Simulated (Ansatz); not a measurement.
# What a change does: single-point calculation on BaTiO3

System: BaTiO3 (slab, 15 atoms in the cell).
Method of run A: DFT PBEsol, scalar-relativistic, plane waves, PAW, no spin polarisation (Ansatz 0.2.0).

The structure derives from an entry of the Crystallography Open Database. Text and figures count atoms from 1; the logs count them from 0 in places.

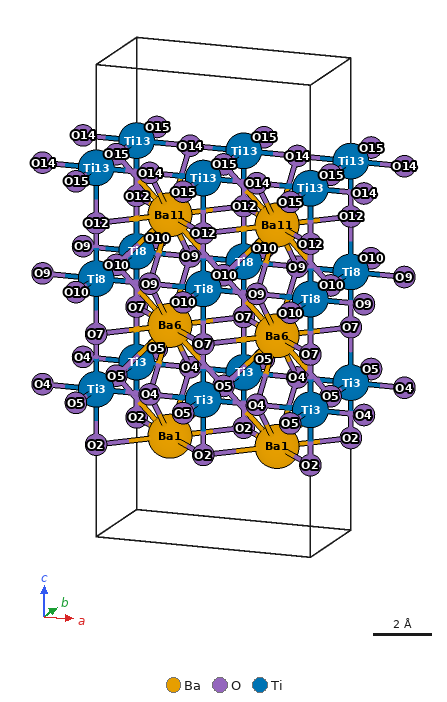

Figure 1. The input geometry (ball-and-stick view of the 2 × 1 repeat of the cell, with the vacuum cut short, seen slightly off an axis; bonded neighbours outside the cell are drawn too; atoms are numbered from 1 in the order of the input). An atom can appear more than once, as a periodic image.

## Input, run A
```yaml
crystal:
  lattice:
    - [3.9698693943, 0.0, 0.0]
    - [0.0, 3.9698693943, 0.0]
    - [0.0, 0.0, 24.9246734857]
  atoms:
    - { symbol: Ba, position: [0.5, 0.5, 0.30090665] }
    - { symbol: O, position: [0.0, 0.0, 0.30090665] }
    - { symbol: Ti, position: [0.0, 0.0, 0.38054399] }
    - { symbol: O, position: [0.5, 0.0, 0.38054399] }
    - { symbol: O, position: [0.0, 0.5, 0.38054399] }
    - { symbol: Ba, position: [0.5, 0.5, 0.46018133] }
    - { symbol: O, position: [0.0, 0.0, 0.46018133] }
    - { symbol: Ti, position: [0.0, 0.0, 0.53981867] }
    - { symbol: O, position: [0.5, 0.0, 0.53981867] }
    - { symbol: O, position: [0.0, 0.5, 0.53981867] }
    - { symbol: Ba, position: [0.5, 0.5, 0.61945601] }
    - { symbol: O, position: [0.0, 0.0, 0.61945601] }
    - { symbol: Ti, position: [0.0, 0.0, 0.69909335] }
    - { symbol: O, position: [0.5, 0.0, 0.69909335] }
    - { symbol: O, position: [0.0, 0.5, 0.69909335] }
basis:
  ecutwfc: 420
kpoints:
  mp_grid: { grid: [7, 7, 1] }
hamiltonian:
  xc: pbesol
scf:
  occupations: { method: fermi_dirac, width: 0.3 }
output:
  forces: true
  stress: true
  eigenvalues: true
efield:
  axis: 3
  dipole_correction: true
  ramp_width: 0.04
```

Launched with:
```bash
ansatz run input.yaml --threads 2 --pin off --max-ram 5120MiB --backend cpu --events-out ev --progress --plain --runs-dir out
```

Hardware: 2 threads of Arm Neoverse V1, 24 GiB of memory available, shared host.

## Output, shortened to warnings, some set-up lines, iterations and results (run A)
```
Basis set: ecut = 420 eV, 7691 PW (Γ), exchange–correlation on 54×54×360 points (8 copies of the dense FFT grid, shifted against one another)
Symmetry: 8 space group operations
k-points: 10 of 49
Initial density: superposition of atomic densities (neutral atoms: chi_scale 0, normalization atom), corrected by the library's trained network
[...]
SCF iter   1: F=—  HF=-30080.197205 eV  |F-HF|=—  |Δ(HF+E_count)|=         —  Δρ=1.32e-2  dr2=7.48e-1  ethr=1.77e-3  p=-0.234 e·Å  D=-1.08e-1 V/Å  ΔV_dip=2.68 eV  …
SCF iter   2: F=—  HF=-30080.613507 eV  |F-HF|=—  |Δ(HF+E_count)|=   4.16e-1  Δρ=2.77e-2  dr2=2.84e0  ethr=6.24e-4  p=-0.233 e·Å  D=-1.07e-1 V/Å  ΔV_dip=2.67 eV  …
SCF iter   3: F=—  HF=-30080.085886 eV  |F-HF|=—  |Δ(HF+E_count)|=   5.28e-1  Δρ=3.97e-3  dr2=1.03e-1  ethr=6.24e-4  p=-0.186 e·Å  D=-8.55e-2 V/Å  ΔV_dip=2.13 eV  …
SCF iter   4: F=—  HF=-30080.072069 eV  |F-HF|=—  |Δ(HF+E_count)|=   1.38e-2  Δρ=6.84e-4  dr2=1.79e-3  ethr=8.57e-5  p=-0.208 e·Å  D=-9.59e-2 V/Å  ΔV_dip=2.39 eV  …
SCF iter   5: F=—  HF=-30080.072306 eV  |F-HF|=—  |Δ(HF+E_count)|=   2.37e-4  Δρ=2.81e-4  dr2=3.37e-4  ethr=1.49e-6  p=-0.207 e·Å  D=-9.55e-2 V/Å  ΔV_dip=2.38 eV  …
SCF iter   6: F=—  HF=-30080.072383 eV  |F-HF|=—  |Δ(HF+E_count)|=   7.70e-5  Δρ=1.12e-4  dr2=4.53e-5  ethr=2.81e-7  p=-0.209 e·Å  D=-9.64e-2 V/Å  ΔV_dip=2.40 eV  …
SCF iter   7: F=—  HF=-30080.073191 eV  |F-HF|=—  |Δ(HF+E_count)|=   8.08e-4  Δρ=4.27e-5  dr2=6.75e-6  ethr=3.78e-8  p=-0.210 e·Å  D=-9.66e-2 V/Å  ΔV_dip=2.41 eV  …
SCF iter   8: F=—  HF=-30080.073202 eV  |F-HF|=—  |Δ(HF+E_count)|=   1.12e-5  Δρ=1.49e-5  dr2=8.15e-7  ethr=5.63e-9  p=-0.210 e·Å  D=-9.67e-2 V/Å  ΔV_dip=2.41 eV  …
SCF iter   9: F=-30080.073202 eV  HF=-30080.073202 eV  |F-HF|=6.96e-9  |Δ(HF+E_count)|=   4.66e-7  Δρ=5.13e-6  dr2=7.11e-8  ethr=8.33e-11  p=-0.210 e·Å  D=-9.68e-2 V/Å  …
SCF 1 converged in 9 iterations: F = -30080.073202 eV  dr2 = 7.11e-8
SCF converged after 9 iterations
Free energy (F): -30080.073202 eV
Harris-Foulkes:  -30080.073202 eV  (|F-HF|=6.96e-9)
Internal energy: -30079.777436 eV  (E = F + TS)
E sigma→0 (E₀):  -30079.925319 eV
Entropy (-TS):   -0.295766 eV (-19.718 meV/atom)
Fermi energy:    3.925123 eV
Dipole field:    D = -0.096838 V/Å  (p = -0.210216 e·Å, saw-weighted, corrected)
Work function:   Φ+ = 4.4315 eV   Φ− = 2.0177 eV
Levels:          The Fermi level and band energies are counted from a zero that moves with the ramp; work functions are not
--- Per-component energies (eV) ---
  E_band       = -1321.634542
  E_kinetic    = 2896.042607
  E_local      = -101579.257603  (includes V_loc(G=0)·N_el)
  E_nonlocal   = 621.672203
  E_hartree    = 49645.227993
  E_xc         = -1455.396398
  E_vxc        = -1624.708675  (∫ρ·V_xc dr)
  E_paw        = -19849.788056  (= ΣΔE_a)
  E_vpaw       = -928.182232  (= ΣTr[D̂ρ^β])
  E_aug_tail   = 0.022299  (compensation charges beyond the density's cutoff)
  E_efield     = 0.010178  (sawtooth field / dipole correction)
  E_vefield    = 2.326955  (∫n·V_field dr)
  E_ewald      = 39640.499297
  E_core_change = 1.190044  (= ΣΔE_core)
  E_smearing   = -0.295766  (= −TS)
  E_closure    = 0.000000  (closes the sum)
  Σ components = -30080.073202   (vs F -30080.073202, Δ=0.00e0)
--- Forces (eV/Å), atoms counted from 1 ---
  atom   1  Ba    -0.00000000     0.00000000     0.67349139
  atom   2  O      0.00000000     0.00000000     0.39668359
  atom   3  Ti    -0.00000000     0.00000000    -1.02376726
  atom   4  O     -0.00000000     0.00000000    -0.17123056
  atom   5  O      0.00000000     0.00000000    -0.17123056
  atom   6  Ba     0.00000000     0.00000000     0.13260575
  atom   7  O      0.00000000     0.00000000     0.27416206
  atom   8  Ti    -0.00000000     0.00000000    -0.25833593
  atom   9  O     -0.00000000     0.00000000    -0.02789009
  atom  10  O     -0.00000000     0.00000000    -0.02789009
  atom  11  Ba     0.00000000     0.00000000     0.62565019
  atom  12  O     -0.00000000     0.00000000     1.00773785
  atom  13  Ti    -0.00000000     0.00000000    -2.41783923
  atom  14  O     -0.00000000     0.00000000     0.49388063
  atom  15  O      0.00000000     0.00000000     0.49388063
  max |Σ_I F_I| component: 9.16e-5 eV/Å
--- Stress (GPa, compression-positive) ---
       -2.606957       0.000000       0.000000
        0.000000      -2.606957       0.000000
        0.000000       0.000000      -1.710157
  P = ⅓ Tr σ = -2.3080 GPa (-23.080 kbar)
```

The input of run B differs as follows (lines with − go, lines with + come):
```diff
-  occupations: { method: fermi_dirac, width: 0.3 }
+  occupations: { method: gaussian, width: 0.05 }
+  n_extra_bands: 30
```

How does run B compare with run A?

The total energy of run B is 5.6 meV per atom lower, which comes with the changed settings and measures no stability. The gap on the mesh goes from 1.25 to 1.00 eV. The largest force goes from 2.418 to 2.346 eV/Å. The work function goes from 4.43 to 4.47 eV. The SCF takes 11 iterations against 9. On the same kind of shared host run B took about 1.5 times as long.

## Output, shortened to warnings, some set-up lines, iterations and results (run B)
```
Basis set: ecut = 420 eV, 7691 PW (Γ), exchange–correlation on 54×54×360 points (8 copies of the dense FFT grid, shifted against one another)
Symmetry: 8 space group operations
k-points: 10 of 49
Initial density: superposition of atomic densities (neutral atoms: chi_scale 0, normalization atom), corrected by the library's trained network
[...]
SCF iter   1: F=—  HF=-30080.103719 eV  |F-HF|=—  |Δ(HF+E_count)|=         —  Δρ=1.14e-2  dr2=4.44e-1  ethr=1.77e-3  p=-0.234 e·Å  D=-1.08e-1 V/Å  ΔV_dip=2.68 eV  …
SCF iter   2: F=—  HF=-30080.053084 eV  |F-HF|=—  |Δ(HF+E_count)|=   5.06e-2  Δρ=8.05e-3  dr2=2.70e-1  ethr=3.70e-4  p=-0.230 e·Å  D=-1.06e-1 V/Å  ΔV_dip=2.64 eV  …
SCF iter   3: F=—  HF=-30080.008289 eV  |F-HF|=—  |Δ(HF+E_count)|=   4.48e-2  Δρ=1.60e-3  dr2=9.56e-3  ethr=2.25e-4  p=-0.225 e·Å  D=-1.04e-1 V/Å  ΔV_dip=2.58 eV  …
SCF iter   4: F=—  HF=-30080.007976 eV  |F-HF|=—  |Δ(HF+E_count)|=   3.14e-4  Δρ=7.50e-4  dr2=2.18e-3  ethr=7.97e-6  p=-0.228 e·Å  D=-1.05e-1 V/Å  ΔV_dip=2.62 eV  …
SCF iter   5: F=—  HF=-30080.007971 eV  |F-HF|=—  |Δ(HF+E_count)|=   5.12e-6  Δρ=3.81e-4  dr2=4.04e-4  ethr=1.81e-6  p=-0.229 e·Å  D=-1.06e-1 V/Å  ΔV_dip=2.63 eV  …
SCF iter   6: F=—  HF=-30080.008088 eV  |F-HF|=—  |Δ(HF+E_count)|=   1.17e-4  Δρ=1.36e-4  dr2=7.15e-5  ethr=3.37e-7  p=-0.230 e·Å  D=-1.06e-1 V/Å  ΔV_dip=2.64 eV  …
SCF iter   7: F=—  HF=-30080.008856 eV  |F-HF|=—  |Δ(HF+E_count)|=   7.68e-4  Δρ=4.31e-5  dr2=8.48e-6  ethr=5.96e-8  p=-0.231 e·Å  D=-1.07e-1 V/Å  ΔV_dip=2.65 eV  …
SCF iter   8: F=—  HF=-30080.008859 eV  |F-HF|=—  |Δ(HF+E_count)|=   3.18e-6  Δρ=2.40e-5  dr2=2.50e-6  ethr=7.07e-9  p=-0.231 e·Å  D=-1.06e-1 V/Å  ΔV_dip=2.65 eV  …
SCF iter   9: F=—  HF=-30080.008860 eV  |F-HF|=—  |Δ(HF+E_count)|=   8.35e-7  Δρ=1.02e-5  dr2=4.04e-7  ethr=2.08e-9  p=-0.231 e·Å  D=-1.06e-1 V/Å  ΔV_dip=2.65 eV  …
SCF iter  10: F=—  HF=-30080.008861 eV  |F-HF|=—  |Δ(HF+E_count)|=   2.96e-7  Δρ=6.14e-6  dr2=1.56e-7  ethr=8.33e-11  p=-0.231 e·Å  D=-1.07e-1 V/Å  ΔV_dip=2.65 eV  …
SCF iter  11: F=-30080.008861 eV  HF=-30080.008861 eV  |F-HF|=8.08e-9  |Δ(HF+E_count)|=   7.85e-9  Δρ=2.23e-6  dr2=2.28e-8  ethr=8.33e-11  p=-0.231 e·Å  D=-1.07e-1 V/Å  …
SCF 1 converged in 11 iterations: F = -30080.008861 eV  dr2 = 2.28e-8
SCF converged after 11 iterations
Free energy (F): -30080.008861 eV
Harris-Foulkes:  -30080.008861 eV  (|F-HF|=8.08e-9)
Internal energy: -30080.008861 eV  (E = F + TS)
E sigma→0 (E₀):  -30080.008861 eV
Fermi energy:    4.002405 eV
Dipole field:    D = -0.106509 V/Å  (p = -0.231210 e·Å, saw-weighted, corrected)
Work function:   Φ+ = 4.4681 eV   Φ− = 1.8134 eV
Levels:          The Fermi level and band energies are counted from a zero that moves with the ramp; work functions are not
--- Per-component energies (eV) ---
  E_band       = -1322.749724
  E_kinetic    = 2895.850129
  E_local      = -101577.764714  (includes V_loc(G=0)·N_el)
  E_nonlocal   = 621.222728
  E_hartree    = 49644.059852
  E_xc         = -1455.494593
  E_vxc        = -1624.836799  (∫ρ·V_xc dr)
  E_paw        = -19849.606222  (= ΣΔE_a)
  E_vpaw       = -927.912222  (= ΣTr[D̂ρ^β])
  E_aug_tail   = 0.022306  (compensation charges beyond the density's cutoff)
  E_efield     = 0.012313  (sawtooth field / dipole correction)
  E_vefield    = 2.561590  (∫n·V_field dr)
  E_ewald      = 39640.499297
  E_core_change = 1.190044  (= ΣΔE_core)
  E_smearing   = -0.000000  (= −TS)
  E_closure    = -0.000000  (closes the sum)
  Σ components = -30080.008861   (vs F -30080.008861, Δ=0.00e0)
--- Forces (eV/Å), atoms counted from 1 ---
  atom   1  Ba     0.00000000     0.00000000     0.68042845
  atom   2  O     -0.00000000     0.00000000     0.42248949
  atom   3  Ti    -0.00000000     0.00000000    -1.05503830
  atom   4  O      0.00000000     0.00000000    -0.16916253
  atom   5  O      0.00000000     0.00000000    -0.16916253
  atom   6  Ba     0.00000000     0.00000000     0.15967781
  atom   7  O     -0.00000000     0.00000000     0.25249736
  atom   8  Ti     0.00000000     0.00000000    -0.13724005
  atom   9  O     -0.00000000     0.00000000    -0.07260629
  atom  10  O     -0.00000000     0.00000000    -0.07260629
  atom  11  Ba     0.00000000     0.00000000     0.77050807
  atom  12  O     -0.00000000     0.00000000     0.85671452
  atom  13  Ti    -0.00000000     0.00000000    -2.34556614
  atom  14  O     -0.00000000     0.00000000     0.43953152
  atom  15  O      0.00000000     0.00000000     0.43953152
  max |Σ_I F_I| component: 3.38e-6 eV/Å
--- Stress (GPa, compression-positive) ---
       -2.721065       0.000000       0.000000
        0.000000      -2.721065       0.000000
        0.000000       0.000000      -1.814046
  P = ⅓ Tr σ = -2.4187 GPa (-24.187 kbar)
```

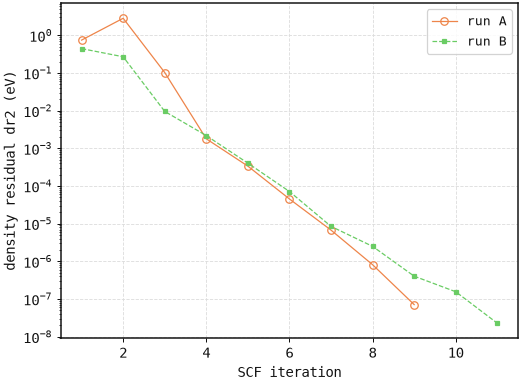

Figure 2. Convergence of the two runs: density residual dr2 against the SCF iteration. Run A takes 9 iterations in all, and run B takes 11.

## The two runs side by side

| quantity | run A | run B |
| --- | --- | --- |
| outcome | converged | converged |
| free energy per atom (eV) | −2005.3382 | −2005.3339 |
| energy per atom, smearing taken to zero (eV) | −2005.3284 | −2005.3339 |
| gap on the mesh (eV) | 1.25 | 1.00 |
| work function (eV) | 4.43 | 4.47 |
| largest force (eV/Å) | 2.418 | 2.346 |
| SCF iterations | 9 | 11 |
| irreducible k-points | 10 | 10 |
| plane waves at Γ | 7691 | 7691 |
| wall time (shared host) | 28 s | 40 s |
